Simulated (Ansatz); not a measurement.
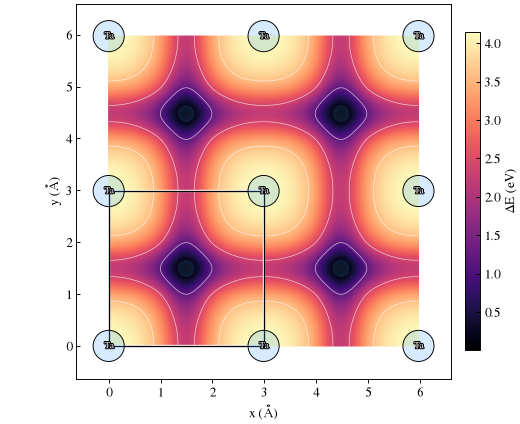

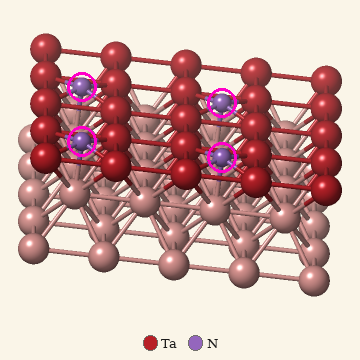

Energy landscape of N on a Ta(100) slab cut from the Fm-3m phase, its upper half relaxed before the scan (12 atoms of substrate and one adsorbate in a 2 × 2 cell). N is moved over the surface cell; relaxed at each place: the height of the adsorbate's atoms; substrate rigid; the origin of the map has the adsorbate above Ta9. Places are given modulo a cell vector. The map is drawn in real space over the plane of the surface. The scan uses a 6 × 6 grid; 10 points were computed and 26 follow by symmetry. Places are given in fractions of the 1 × 1 surface cell. All energies are given in eV relative to the lowest grid point. All numbers below come from DFT PBE, scalar-relativistic, plane waves, PAW (Ansatz). Settings: cutoff 420 eV, k-mesh 5×5×1, gaussian smearing 0.1 eV, no spin polarisation.

Drawn: a smooth colour map with a few white contour lines, labelled circles for the atoms of the top layer and small ones for the second layer, the outline of one cell of the 2 × 2 shown. Between grid points the surface is interpolated. The second picture is the structure at the lowest point; rings mark the moved atoms.

Q: Where are the wells?

A: The lowest grid point is at a fourfold hollow over a second-layer Ta atom, (3/6, 3/6) of the cell vectors. No other kind of well shows on this grid. The highest grid point, the top site over a surface Ta atom, (0/6, 0/6) of the cell vectors, lies 4.15 eV above the lowest. On the interpolated surface the easiest way out of the lowest well to its copy in the next cell or period passes a barrier of about 2.2 eV. At the lowest point the adsorbate has 4 Ta at 2.14 Å as nearest neighbours, at the highest 1 Ta at 1.79 Å. Its relaxed height above the top atom is 0.33 Å at the lowest and 1.79 Å at the highest point.

The values on the grid:

| second ↓, first → | 0/6 | 1/6 | 2/6 | 3/6 | 4/6 | 5/6 |
| --- | --- | --- | --- | --- | --- | --- |
| 5/6 | 4.01 | 3.87 | 3.18 | 2.04 | 3.18 | 3.87 |
| 4/6 | 3.34 | 3.18 | 2.42 | 1.20 | 2.42 | 3.18 |
| 3/6 | 2.22 | 2.04 | 1.20 | 0.00 | 1.20 | 2.04 |
| 2/6 | 3.34 | 3.18 | 2.42 | 1.20 | 2.42 | 3.18 |
| 1/6 | 4.01 | 3.87 | 3.18 | 2.04 | 3.18 | 3.87 |
| 0/6 | 4.15 | 4.01 | 3.34 | 2.22 | 3.34 | 4.01 |

Each point was launched as `ansatz run input.yaml --threads 4 --pin off --max-ram 12288MiB --backend cpu --events-out ev --progress --plain --runs-dir out`. The whole map (10 points run) took 7.6 min on 4 threads of Intel(R) Xeon(R) Platinum 8488C (Sapphire Rapids), on a shared host.

PAW datasets: the set soft_1.
